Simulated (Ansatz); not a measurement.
System: Al7As8 (cell charge −1, with a compensating background) (cell with a defect).

Input

```
crystal:
  lattice:
    - [0.0, 5.727912321, -5.727912321]
    - [5.727912321, 5.727912321, 0.0]
    - [5.727912321, 0.0, -5.727912321]
  atoms:
    - { symbol: Al, position: [-0.0007266803, 0.5007266803, 0.4992733197] }
    - { symbol: Al, position: [0.5007266803, -0.0007266803, 0.4992733197] }
    - { symbol: Al, position: [0.5007266803, 0.5007266803, 0.4992733197] }
    - { symbol: Al, position: [-0.0007266803, -0.0007266803, 1.0007266803] }
    - { symbol: Al, position: [-0.0007266803, 0.5007266803, 1.0007266803] }
    - { symbol: Al, position: [0.5007266803, -0.0007266803, 1.0007266803] }
    - { symbol: Al, position: [0.5, 0.5, 1.0] }
    - { symbol: As, position: [0.1251096299, 0.1251096299, 0.1246711102], spin: 0.5 }
    - { symbol: As, position: [0.125153893, 0.6249487023, 0.1249487023] }
    - { symbol: As, position: [0.6249487023, 0.125153893, 0.1249487023] }
    - { symbol: As, position: [0.6249487023, 0.6249487023, 0.1249487023] }
    - { symbol: As, position: [0.1251096299, 0.1251096299, 0.6251096299], spin: 0.5 }
    - { symbol: As, position: [0.1251096299, 0.6246711102, 0.6251096299], spin: 0.5 }
    - { symbol: As, position: [0.6246711102, 0.1251096299, 0.6251096299], spin: 0.5 }
    - { symbol: As, position: [0.6249487023, 0.6249487023, 0.625153893] }
  host:
    lattice:
      - [0.0, 2.8639561605, 2.8639561605]
      - [2.8639561605, 0.0, 2.8639561605]
      - [2.8639561605, 2.8639561605, 0.0]
    atoms:
      - { symbol: Al, position: [0.0, 0.0, 0.0] }
      - { symbol: As, position: [0.75, 0.75, 0.75] }
total_charge: -1
basis:
  ecutwfc: 420
  xc_grid: 2
kpoints:
  mp_grid: { grid: [2, 2, 2], shift: [0.0, 0.0, 0.0] }
hamiltonian:
  xc: pbe
scf:
  occupations: { method: gaussian, width: 0.01 }
output:
  forces: true
  stress: false
  eigenvalues: true
  populations: true
  charged_corrections:
    defect_position: [0.0, 0.0, 0.5]
    epsilon: [[11.5641, 0.0, 0.0], [0.0, 11.5641, 0.0], [0.0, 0.0, 11.5641]]
  write_density: true
  write_potential: true
  elf: true
  volumetric_format: npy
magnetization:
  spin_polarized: true
relax:
  adjacent_minimum: "off"
  f_tol: 0.025
  max_steps: 45
```

Command:

```sh
ansatz run input.yaml --threads 4 --pin off --max-ram 8192MiB --backend cpu --events-out ev --progress --plain --runs-dir out
```

The fields are those of the relaxed geometry.

Spin-polarised.

Computed with DFT PBE, scalar-relativistic, plane waves, PAW in Ansatz.

What can the converged valence pseudo-density and electron localisation function tell about the bonding?

Answer. Al–As (2.51 Å): the density is about 0.45 e/Å³ at the midpoint; the ELF peaks at about 0.90 between the atoms.

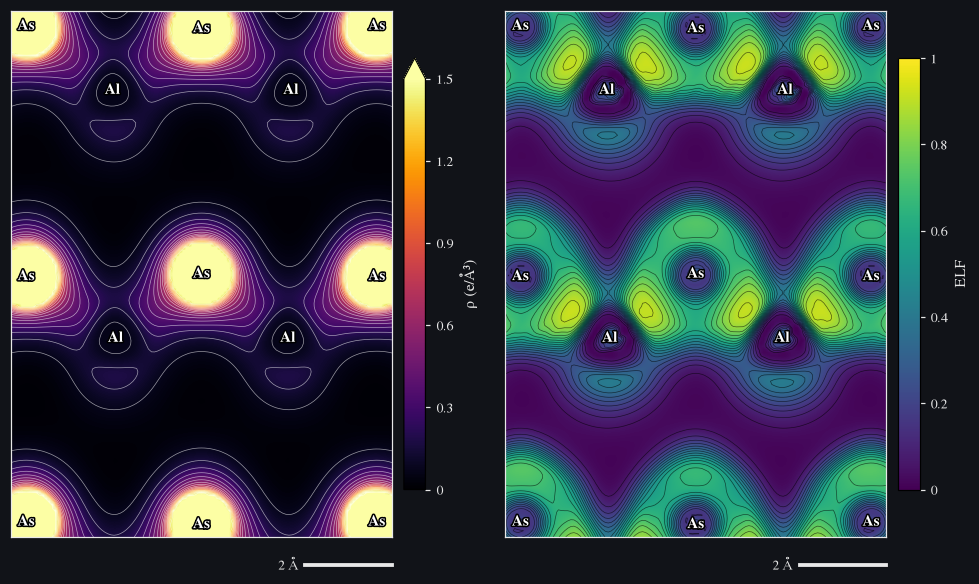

Computed valence pseudo-density and electron localisation function on the (11̄0) plane of the calculation cell, in this order. 

The density is the valence pseudo-density of a PAW calculation; it isn't the true density close to the nuclei.
